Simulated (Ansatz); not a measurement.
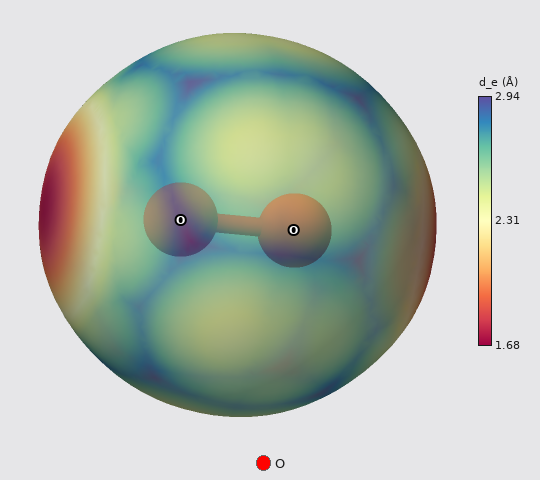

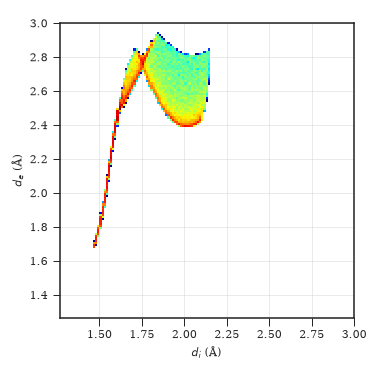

Hirshfeld surface computed for one O2 unit (covalently bonded non-metal atoms) in Al₂O₃ (P6/mmm), coloured by d_e. The second picture is its fingerprint plot, coloured by area on a logarithmic scale (blue little, red much).

The surface is where the fragment's share of the procrystal density (the sum of the densities of spherically averaged neutral Hartree-Fock atoms) equals one half. d_i and d_e are the distances from the surface to the nearest nucleus inside and outside.

Source of the atomic positions: the end point of a relaxation with Ansatz, DFT PBE, scalar-relativistic, plane waves, PAW; the starting structure was generated, so it need not be a known form of this composition.

```xyz
5
Lattice="4.3584 0.0000 0.0000 -2.1792 3.7745 0.0000 0.0000 0.0000 7.5248" Properties=species:S:1:pos:R:3 pbc="T T T"
Al    0.0000    2.5163    0.0000
Al    2.1792    1.2582    0.0000
O     0.0000    0.0000    3.1434
O     0.0000    0.0000    4.3814
O     0.0000    0.0000    0.0000
```

What is the shortest distance from the fragment to an atom outside it?

Answer. O–O, 3.14 Å.

How is the surface shared among contacts (nearest atom inside ··· nearest atom outside)?

Answer. O···O 79 %, O···Al 21 %. The surface faces 14 neighbours with more than 2 % of its area each: 14 O.

Give the size and shape of the surface.

Answer. It encloses about 35.8 Å³, has an area of about 52 Å² and a globularity of 1.00 (1 for a sphere).

Where does the fingerprint reach closest to the origin?

Answer. The smallest d_i + d_e is about 3.1 Å, which belongs to the shortest contact, O···O at 3.14 Å; d_e runs from 1.68 to 2.94 Å.
